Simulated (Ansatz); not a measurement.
## Geometry relaxation, with input and output: BeS (part 1 of 2)

BeS (6 atoms in the cell), computed with DFT PBE, scalar-relativistic, plane waves, PAW, no spin polarisation (Ansatz 0.2.0).

The structure was made by a generator, so it may or may not be a known phase.

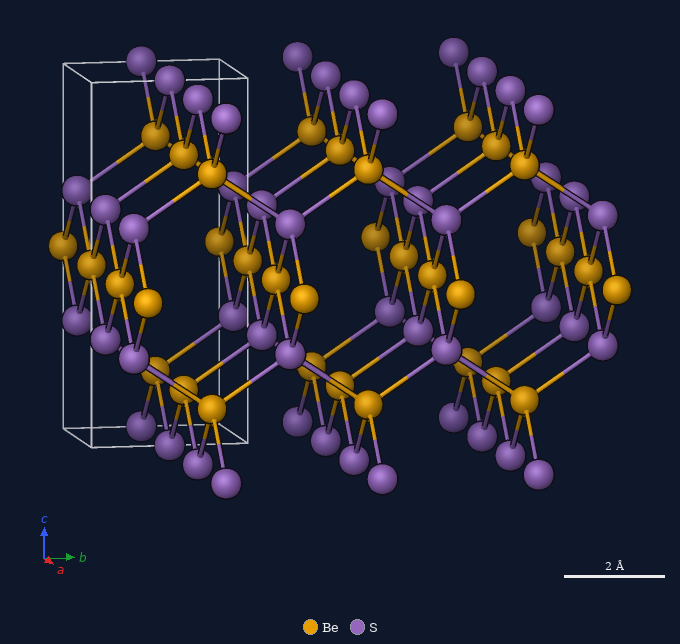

Fig. 1: The structure as given in the input (ball-and-stick view of the cell of the calculation, repeated 3 × 3 × 1, seen slightly off an axis).

## Input
```yaml
crystal:
  lattice:
    - [2.84839877, 0.0, 0.0]
    - [0.0, 3.21518327, 0.0]
    - [0.0, 0.0, 7.42872883]
  atoms:
    - { symbol: Be, position: [0.5, 0.5, 0.17804846] }
    - { symbol: Be, position: [0.5, 0.5, 0.82195154] }
    - { symbol: Be, position: [0.0, 0.0, 0.5] }
    - { symbol: S, position: [0.5, 0.0, 0.32195154] }
    - { symbol: S, position: [0.0, 0.5, 0.0] }
    - { symbol: S, position: [0.5, 0.0, 0.67804846] }
basis:
  ecutwfc: 420
kpoints:
  mp_grid: { grid: [6, 6, 4] }
hamiltonian:
  xc: pbe
scf:
  occupations: { method: gaussian, width: 0.1 }
  lower_state_search: "off"
output:
  forces: true
  stress: true
  eigenvalues: true
relax:
  adjacent_minimum: "off"
  f_tol: 0.04
  max_steps: 70
  cell: { stress_tol: 0.4 }
```

Launched with:
```bash
ansatz run input.yaml --threads 1 --pin off --max-ram 2560MiB --backend cpu --events-out ev --progress --plain --runs-dir out
```

## Output
```
Engine: ansatz 0.2.0, aarch64-unknown-linux-gnu
Pseudopotentials: kind: paw
Pseudopotential: Be, paw, valence charge 2, recommended cutoff 420 eV (normal), Be.paw.azcp
Pseudopotential: S, paw, valence charge 6, recommended cutoff 420 eV (normal), S.paw.azcp
Functional definition: PBE
  parameter kappa = 0.804
  parameter beta = 0.06672455060314922
  exchange = pbe_x(kappa = kappa, mu = beta*pi^2/3)
  correlation = pbe_c(beta = beta)
Crystal: 6 atoms, lattice volume = 68.033 Å³
Basis set: ecut = 420 eV, 1323 PW (Γ), exchange–correlation on 40×48×100 points (8 copies of the dense FFT grid, shifted against one another)
Bands: 18, of which v1, the nominal top of the filled ones, is band 12 counted from 1 (11 counted from 0)
Symmetry: 8 space group operations
Space group: Pmmm (ITA 47), of the structure as read, at distance tolerance 4.1e-5 Å
k-points: 48 of 144
Non-local potential: Be, projectors of the file, l = 0: 2, l = 1: 2, l = 2: 1
Non-local potential: S, projectors of the file, l = 0: 2, l = 1: 2, l = 2: 2
PAW form: soft (Blöchl's): semilocal exchange-correlation on the pseudo side does not see the compensation charge
PAW one-centre angular grid: Be, 110 points (default); XC on 64 Gauss nodes
PAW one-centre angular grid: S, 110 points (default); XC on 64 Gauss nodes
Initial density: superposition of atomic densities (neutral atoms: chi_scale 0, normalization atom), corrected by the library's trained network
Initial wavefunctions: pseudopotential atomic-orbital guess
Functional: x = pbe(κ = 0.804, μ = 0.2195149727645171), c = pbe(β = 0.06672455060314922)
SCF iter   1: F=—  HF=-2985.413139 eV  |F-HF|=—  |Δ(HF+E_count)|=         —  Δρ=7.42e-3  dr2=7.66e-2  ethr=1.77e-3  ⟨swp⟩=6.9  Hψ=5418  notcnv=0  defer=4
preconditioner: auto → Kerker (q_TF=auto, 2.293 Å⁻¹)  [metal: Δε(μ)=0.074 eV  Ē_g=11.593 eV  σ=0.100 eV  W_gap=0.36  n_scr=12 (ndim 8)  ℏωp=22.1 eV  f_vac=0.000  D(μ)=0.95/eV (n_scr^D=2)]
SCF iter   2: F=—  HF=-2985.392704 eV  |F-HF|=—  |Δ(HF+E_count)|=   2.04e-2  Δρ=3.89e-3  dr2=2.63e-2  ethr=3.19e-4  ⟨swp⟩=1.0  Hψ=1248  notcnv=0  defer=5
SCF iter   3: F=—  HF=-2985.386240 eV  |F-HF|=—  |Δ(HF+E_count)|=   6.46e-3  Δρ=9.89e-4  dr2=2.72e-3  ethr=1.10e-4  ⟨swp⟩=2.8  Hψ=1316  notcnv=0  defer=5
SCF iter   4: F=—  HF=-2985.385912 eV  |F-HF|=—  |Δ(HF+E_count)|=   3.27e-4  Δρ=4.42e-4  dr2=1.45e-4  ethr=1.13e-5  ⟨swp⟩=2.3  Hψ=1122  notcnv=0  defer=12
SCF iter   5: F=—  HF=-2985.385907 eV  |F-HF|=—  |Δ(HF+E_count)|=   5.26e-6  Δρ=1.52e-4  dr2=1.90e-5  ethr=6.03e-7  ⟨swp⟩=2.5  Hψ=1345  notcnv=0  defer=14
SCF iter   6: F=—  HF=-2985.386213 eV  |F-HF|=—  |Δ(HF+E_count)|=   3.06e-4  Δρ=3.32e-5  dr2=1.79e-6  ethr=7.93e-8  ⟨swp⟩=2.5  Hψ=1336  notcnv=0  defer=40
SCF iter   7: F=—  HF=-2985.386214 eV  |F-HF|=—  |Δ(HF+E_count)|=   3.50e-7  Δρ=1.14e-5  dr2=1.19e-7  ethr=7.46e-9  ⟨swp⟩=2.3  Hψ=1284  notcnv=0  defer=40
SCF iter   8: F=-2985.386214 eV  HF=-2985.386214 eV  |F-HF|=3.01e-8  |Δ(HF+E_count)|=   3.24e-8  Δρ=3.99e-6  dr2=3.86e-8  ethr=4.17e-10  ⟨swp⟩=8.9  Hψ=4018  notcnv=0
SCF 1 converged in 8 iterations: F = -2985.386214 eV  dr2 = 3.86e-8
  greatest PAW one-centre occupation: 0.873 electrons in one spin orbital (limit 2), on the S atom at site 5 (counted from 0), in its partial waves of l = 0
relax step   1: F+E_penalty+E_count = -2985.38621378 eV  Δ(F+E_penalty+E_count) = +0.000e0 eV  max|allowed force component| = 1.413e0 eV/Å  Δτ_max = 0.0000 Å  P = +45.072 GPa  Ω = 68.033 Å³  (8 SCF iters, dr2 threshold 1.00e-7 eV, accepted)
Crystal: 6 atoms, lattice volume = 74.766 Å³
Basis set: ecut = 420 eV, 1479 PW (Γ), exchange–correlation on 40×48×100 points (8 copies of the dense FFT grid, shifted against one another)
Initial density: handed on by an earlier stage of this run
Initial wavefunctions: those handed on with the density
iter 1 solved again at ethr=5.64e-4 eV; its pass at ethr=3.10e-3 eV (dr2=1.35e-1 eV) is discarded
SCF iter   1: F=—  HF=-2987.121514 eV  |F-HF|=—  |Δ(HF+E_count)|=         —  Δρ=1.01e-2  dr2=1.37e-1  ethr=5.64e-4  ⟨swp⟩=1.1  Hψ=5691  notcnv=0
preconditioner: auto → Kerker (q_TF=auto, 2.258 Å⁻¹)  [metal: Δε(μ)=0.044 eV  Ē_g=11.237 eV  σ=0.100 eV  W_gap=0.24  n_scr=12 (ndim 8)  ℏωp=21.0 eV  f_vac=0.000  D(μ)=0.78/eV (n_scr^D=2)]
SCF iter   2: F=—  HF=-2987.095668 eV  |F-HF|=—  |Δ(HF+E_count)|=   2.58e-2  Δρ=5.71e-3  dr2=5.00e-2  ethr=5.64e-4  ⟨swp⟩=1.1  Hψ=870  notcnv=0
SCF iter   3: F=—  HF=-2987.084285 eV  |F-HF|=—  |Δ(HF+E_count)|=   1.14e-2  Δρ=1.18e-3  dr2=2.23e-3  ethr=2.08e-4  ⟨swp⟩=2.5  Hψ=1326  notcnv=0
SCF iter   4: F=—  HF=-2987.084425 eV  |F-HF|=—  |Δ(HF+E_count)|=   1.41e-4  Δρ=3.30e-4  dr2=2.32e-4  ethr=9.30e-6  ⟨swp⟩=2.2  Hψ=1444  notcnv=0
SCF iter   5: F=—  HF=-2987.084682 eV  |F-HF|=—  |Δ(HF+E_count)|=   2.57e-4  Δρ=1.08e-4  dr2=2.06e-5  ethr=9.66e-7  ⟨swp⟩=2.6  Hψ=1372  notcnv=0
SCF iter   6: F=—  HF=-2987.084684 eV  |F-HF|=—  |Δ(HF+E_count)|=   1.54e-6  Δρ=3.16e-5  dr2=3.09e-6  ethr=8.59e-8  ⟨swp⟩=2.5  Hψ=1331  notcnv=0
SCF iter   7: F=-2987.084684 eV  HF=-2987.084684 eV  |F-HF|=5.57e-8  |Δ(HF+E_count)|=   1.19e-7  Δρ=1.11e-5  dr2=1.12e-7  ethr=2.50e-9  ⟨swp⟩=6.5  Hψ=4225  notcnv=0
SCF 2 converged in 7 iterations: F = -2987.084684 eV  dr2 = 1.12e-7
  greatest PAW one-centre occupation: 0.865 electrons in one spin orbital (limit 2), on the S atom at site 5 (counted from 0), in its partial waves of l = 0
relax step   2: F+E_penalty+E_count = -2987.08468420 eV  Δ(F+E_penalty+E_count) = -1.698e0 eV  max|allowed force component| = 7.734e-1 eV/Å  Δτ_max = 0.0373 Å  P = +26.749 GPa  Ω = 74.766 Å³  energy of the carried Pulay correction = -6.581e-4 eV  (7 SCF iters, dr2 threshold 6.00e-7 eV, accepted)
Crystal: 6 atoms, lattice volume = 82.721 Å³
Basis set: ecut = 420 eV, 1635 PW (Γ), exchange–correlation on 40×48×100 points (8 copies of the dense FFT grid, shifted against one another)
iter 1 solved again at ethr=3.43e-4 eV; its pass at ethr=3.10e-3 eV (dr2=8.23e-2 eV) is discarded
SCF iter   1: F=—  HF=-2988.132628 eV  |F-HF|=—  |Δ(HF+E_count)|=         —  Δρ=8.16e-3  dr2=8.19e-2  ethr=3.43e-4  ⟨swp⟩=1.0  Hψ=5646  notcnv=0
preconditioner: auto → none  [insulator: Δε(μ)=0.199 eV  Ē_g=10.798 eV  σ=0.100 eV  W_gap=0.81  n_scr=16 (ndim 8)  ℏωp=20.0 eV  f_vac=0.000  D(μ)=0.42/eV (n_scr^D=2)  ε∞_Penn≈4.4]
SCF iter   2: F=—  HF=-2988.112160 eV  |F-HF|=—  |Δ(HF+E_count)|=   2.05e-2  Δρ=3.22e-3  dr2=1.81e-2  ethr=3.41e-4  ⟨swp⟩=2.4  Hψ=1431  notcnv=0
SCF iter   3: F=—  HF=-2988.109496 eV  |F-HF|=—  |Δ(HF+E_count)|=   2.66e-3  Δρ=1.41e-3  dr2=4.08e-3  ethr=7.56e-5  ⟨swp⟩=2.1  Hψ=1205  notcnv=0
SCF iter   4: F=—  HF=-2988.108849 eV  |F-HF|=—  |Δ(HF+E_count)|=   6.47e-4  Δρ=2.93e-4  dr2=6.07e-5  ethr=1.70e-5  ⟨swp⟩=2.2  Hψ=1323  notcnv=0
SCF iter   5: F=—  HF=-2988.109209 eV  |F-HF|=—  |Δ(HF+E_count)|=   3.59e-4  Δρ=6.57e-5  dr2=2.76e-6  ethr=2.53e-7  ⟨swp⟩=2.1  Hψ=1339  notcnv=0
SCF iter   6: F=-2988.109211 eV  HF=-2988.109211 eV  |F-HF|=2.73e-8  |Δ(HF+E_count)|=   2.58e-6  Δρ=7.05e-6  dr2=3.20e-8  ethr=2.50e-9  ⟨swp⟩=6.5  Hψ=4235  notcnv=0
SCF 3 converged in 6 iterations: F = -2988.109211 eV  dr2 = 3.20e-8
  greatest PAW one-centre occupation: 0.858 electrons in one spin orbital (limit 2), on the S atom at site 5 (counted from 0), in its partial waves of l = 0
relax step   3: F+E_penalty+E_count = -2988.10921112 eV  Δ(F+E_penalty+E_count) = -1.025e0 eV  max|allowed force component| = 2.784e-1 eV/Å  Δτ_max = 0.0406 Å  P = +11.365 GPa  Ω = 82.721 Å³  energy of the carried Pulay correction = -1.360e-3 eV  (6 SCF iters, dr2 threshold 6.00e-7 eV, accepted)
Crystal: 6 atoms, lattice volume = 90.054 Å³
Basis set: ecut = 420 eV, 1767 PW (Γ), exchange–correlation on 40×48×100 points (8 copies of the dense FFT grid, shifted against one another)
iter 1 solved again at ethr=1.99e-4 eV; its pass at ethr=3.10e-3 eV (dr2=4.78e-2 eV) is discarded
SCF iter   1: F=—  HF=-2988.432703 eV  |F-HF|=—  |Δ(HF+E_count)|=         —  Δρ=5.76e-3  dr2=4.77e-2  ethr=1.99e-4  ⟨swp⟩=1.0  Hψ=5556  notcnv=0
preconditioner: auto → none  [insulator: Δε(μ)=0.448 eV  Ē_g=10.432 eV  σ=0.100 eV  W_gap=1.00  n_scr=16 (ndim 8)  ℏωp=19.2 eV  f_vac=0.000  D(μ)=0.00/eV (n_scr^D=0)  ε∞_Penn≈4.4]
SCF iter   2: F=—  HF=-2988.421858 eV  |F-HF|=—  |Δ(HF+E_count)|=   1.08e-2  Δρ=2.30e-3  dr2=1.22e-2  ethr=1.99e-4  ⟨swp⟩=2.5  Hψ=1290  notcnv=0
SCF iter   3: F=—  HF=-2988.422352 eV  |F-HF|=—  |Δ(HF+E_count)|=   4.94e-4  Δρ=1.61e-3  dr2=1.28e-2  ethr=5.08e-5  ⟨swp⟩=2.1  Hψ=1324  notcnv=0
SCF iter   4: F=—  HF=-2988.419727 eV  |F-HF|=—  |Δ(HF+E_count)|=   2.63e-3  Δρ=3.19e-4  dr2=7.08e-5  ethr=5.08e-5  ⟨swp⟩=1.7  Hψ=1239  notcnv=0
SCF iter   5: F=—  HF=-2988.420564 eV  |F-HF|=—  |Δ(HF+E_count)|=   8.37e-4  Δρ=8.64e-5  dr2=7.23e-6  ethr=2.95e-7  ⟨swp⟩=2.1  Hψ=1324  notcnv=0
SCF iter   6: F=-2988.420568 eV  HF=-2988.420568 eV  |F-HF|=1.66e-7  |Δ(HF+E_count)|=   4.07e-6  Δρ=1.94e-5  dr2=3.28e-7  ethr=2.50e-9  ⟨swp⟩=7.0  Hψ=4849  notcnv=0
SCF 4 converged in 6 iterations: F = -2988.420568 eV  dr2 = 3.28e-7
  greatest PAW one-centre occupation: 0.855 electrons in one spin orbital (limit 2), on the S atom at site 5 (counted from 0), in its partial waves of l = 0
relax step   4: F+E_penalty+E_count = -2988.42056813 eV  Δ(F+E_penalty+E_count) = -3.114e-1 eV  max|allowed force component| = 1.762e-1 eV/Å  Δτ_max = 0.0182 Å  P = +2.194 GPa  Ω = 90.054 Å³  energy of the carried Pulay correction = -1.946e-3 eV  (6 SCF iters, dr2 threshold 6.00e-7 eV, accepted)
Crystal: 6 atoms, lattice volume = 92.538 Å³
Basis set: ecut = 420 eV, 1791 PW (Γ), exchange–correlation on 40×48×100 points (8 copies of the dense FFT grid, shifted against one another)
iter 1 solved again at ethr=2.27e-5 eV; its pass at ethr=3.10e-3 eV (dr2=5.45e-3 eV) is discarded
SCF iter   1: F=—  HF=-2988.434648 eV  |F-HF|=—  |Δ(HF+E_count)|=         —  Δρ=2.09e-3  dr2=5.47e-3  ethr=2.27e-5  ⟨swp⟩=1.0  Hψ=5306  notcnv=0
preconditioner: auto → none  [insulator: Δε(μ)=0.425 eV  Ē_g=10.293 eV  σ=0.100 eV  W_gap=1.00  n_scr=16 (ndim 8)  ℏωp=18.9 eV  f_vac=0.000  D(μ)=0.00/eV (n_scr^D=0)  ε∞_Penn≈4.4]
SCF iter   2: F=—  HF=-2988.433230 eV  |F-HF|=—  |Δ(HF+E_count)|=   1.42e-3  Δρ=8.09e-4  dr2=8.66e-4  ethr=2.27e-5  ⟨swp⟩=2.3  Hψ=1308  notcnv=0
SCF iter   3: F=—  HF=-2988.433251 eV  |F-HF|=—  |Δ(HF+E_count)|=   2.07e-5  Δρ=4.11e-4  dr2=7.92e-4  ethr=3.61e-6  ⟨swp⟩=2.1  Hψ=1297  notcnv=0
SCF iter   4: F=—  HF=-2988.433086 eV  |F-HF|=—  |Δ(HF+E_count)|=   1.65e-4  Δρ=1.18e-4  dr2=2.35e-5  ethr=3.30e-6  ⟨swp⟩=2.0  Hψ=1188  notcnv=0
SCF iter   5: F=—  HF=-2988.433980 eV  |F-HF|=—  |Δ(HF+E_count)|=   8.94e-4  Δρ=5.03e-5  dr2=1.74e-6  ethr=9.79e-8  ⟨swp⟩=2.3  Hψ=1205  notcnv=0
SCF iter   6: F=-2988.433981 eV  HF=-2988.433981 eV  |F-HF|=4.97e-8  |Δ(HF+E_count)|=   1.03e-6  Δρ=8.68e-6  dr2=5.42e-8  ethr=2.50e-9  ⟨swp⟩=5.4  Hψ=3986  notcnv=0
SCF 5 converged in 6 iterations: F = -2988.433981 eV  dr2 = 5.42e-8
  greatest PAW one-centre occupation: 0.854 electrons in one spin orbital (limit 2), on the S atom at site 5 (counted from 0), in its partial waves of l = 0
relax step   5: F+E_penalty+E_count = -2988.43398075 eV  Δ(F+E_penalty+E_count) = -1.341e-2 eV  max|allowed force component| = 1.258e-1 eV/Å  Δτ_max = 0.0121 Å  P = -0.413 GPa  Ω = 92.538 Å³  energy of the carried Pulay correction = -2.132e-3 eV  (6 SCF iters, dr2 threshold 6.00e-7 eV, accepted)
Crystal: 6 atoms, lattice volume = 92.158 Å³
Basis set: ecut = 420 eV, 1799 PW (Γ), exchange–correlation on 40×48×100 points (8 copies of the dense FFT grid, shifted against one another)
iter 1 solved again at ethr=1.14e-6 eV; its pass at ethr=3.10e-3 eV (dr2=2.74e-4 eV) is discarded
SCF iter   1: F=—  HF=-2988.436349 eV  |F-HF|=—  |Δ(HF+E_count)|=         —  Δρ=5.56e-4  dr2=2.98e-4  ethr=1.14e-6  ⟨swp⟩=2.7  Hψ=5487  notcnv=0
preconditioner: auto → none  [insulator: Δε(μ)=0.406 eV  Ē_g=10.309 eV  σ=0.100 eV  W_gap=0.99  n_scr=16 (ndim 8)  ℏωp=18.9 eV  f_vac=0.000  D(μ)=0.01/eV (n_scr^D=0)  ε∞_Penn≈4.4]
SCF iter   2: F=—  HF=-2988.437183 eV  |F-HF|=—  |Δ(HF+E_count)|=   8.35e-4  Δρ=2.47e-4  dr2=4.87e-5  ethr=1.14e-6  ⟨swp⟩=2.8  Hψ=1435  notcnv=0
SCF iter   3: F=—  HF=-2988.437186 eV  |F-HF|=—  |Δ(HF+E_count)|=   3.28e-6  Δρ=8.44e-5  dr2=2.87e-5  ethr=2.03e-7  ⟨swp⟩=2.4  Hψ=1359  notcnv=0
SCF iter   4: F=—  HF=-2988.437181 eV  |F-HF|=—  |Δ(HF+E_count)|=   5.74e-6  Δρ=3.87e-5  dr2=3.38e-6  ethr=1.19e-7  ⟨swp⟩=2.0  Hψ=1180  notcnv=0
SCF iter   5: F=-2988.437180 eV  HF=-2988.437180 eV  |F-HF|=5.53e-8  |Δ(HF+E_count)|=   4.63e-7  Δρ=1.57e-5  dr2=1.34e-7  ethr=2.50e-9  ⟨swp⟩=3.0  Hψ=3166  notcnv=0
SCF 6 converged in 5 iterations: F = -2988.437180 eV  dr2 = 1.34e-7
relax step   6: F+E_penalty+E_count = -2988.43718035 eV  Δ(F+E_penalty+E_count) = -3.200e-3 eV  max|allowed force component| = 2.558e-3 eV/Å  Δτ_max = 0.0046 Å  P = +0.011 GPa  Ω = 92.158 Å³  energy of the carried Pulay correction = -2.104e-3 eV  (5 SCF iters, dr2 threshold 6.00e-7 eV, accepted)
Basis set: ecut = 420 eV, 1799 PW (Γ), exchange–correlation on 48×48×108 points (8 copies of the dense FFT grid, shifted against one another)
Initial wavefunctions: pseudopotential atomic-orbital guess (no wavefunctions were taken with the density)
iter 1 solved again at ethr=7.32e-7 eV; its pass at ethr=3.10e-3 eV (dr2=1.76e-4 eV) is discarded
SCF iter   1: F=—  HF=-2988.447835 eV  |F-HF|=—  |Δ(HF+E_count)|=         —  Δρ=3.00e-4  dr2=9.00e-6  ethr=7.32e-7  ⟨swp⟩=3.1  Hψ=7285  notcnv=0
preconditioner: auto → none  [insulator: Δε(μ)=0.398 eV  Ē_g=10.307 eV  σ=0.100 eV  W_gap=0.99  n_scr=16 (ndim 8)  ℏωp=18.9 eV  f_vac=0.000  D(μ)=0.01/eV (n_scr^D=0)  ε∞_Penn≈4.4]
SCF iter   2: F=—  HF=-2988.448234 eV  |F-HF|=—  |Δ(HF+E_count)|=   4.00e-4  Δρ=1.53e-4  dr2=2.27e-6  ethr=3.75e-8  ⟨swp⟩=2.4  Hψ=1434  notcnv=0
SCF iter   3: F=—  HF=-2988.448256 eV  |F-HF|=—  |Δ(HF+E_count)|=   2.14e-5  Δρ=1.70e-5  dr2=1.04e-6  ethr=9.46e-9  ⟨swp⟩=2.0  Hψ=1441  notcnv=0
SCF iter   4: F=—  HF=-2988.448255 eV  |F-HF|=—  |Δ(HF+E_count)|=   1.60e-7  Δρ=6.25e-6  dr2=1.08e-7  ethr=4.35e-9  ⟨swp⟩=2.0  Hψ=1204  notcnv=0
SCF iter   5: F=-2988.448255 eV  HF=-2988.448255 eV  |F-HF|=1.78e-9  |Δ(HF+E_count)|=   4.65e-9  Δρ=2.09e-6  dr2=2.51e-9  ethr=1.60e-11  ⟨swp⟩=3.7  Hψ=3507  notcnv=0
SCF 7 converged in 5 iterations: F = -2988.448255 eV  dr2 = 2.51e-9
  greatest PAW one-centre occupation: 0.853 electrons in one spin orbital (limit 2), on the S atom at site 5 (counted from 0), in its partial waves of l = 0
relax step   7: F+E_penalty+E_count = -2988.44825539 eV  Δ(F+E_penalty+E_count) = -1.108e-2 eV  max|allowed force component| = 2.939e-3 eV/Å  Δτ_max = 0.0000 Å  P = +0.161 GPa  Ω = 92.158 Å³  stress off target by 2.52e-1 GPa  SCF on the basis re-selected at this cell (its energy is not comparable with the rows above)  (5 SCF iters)
```
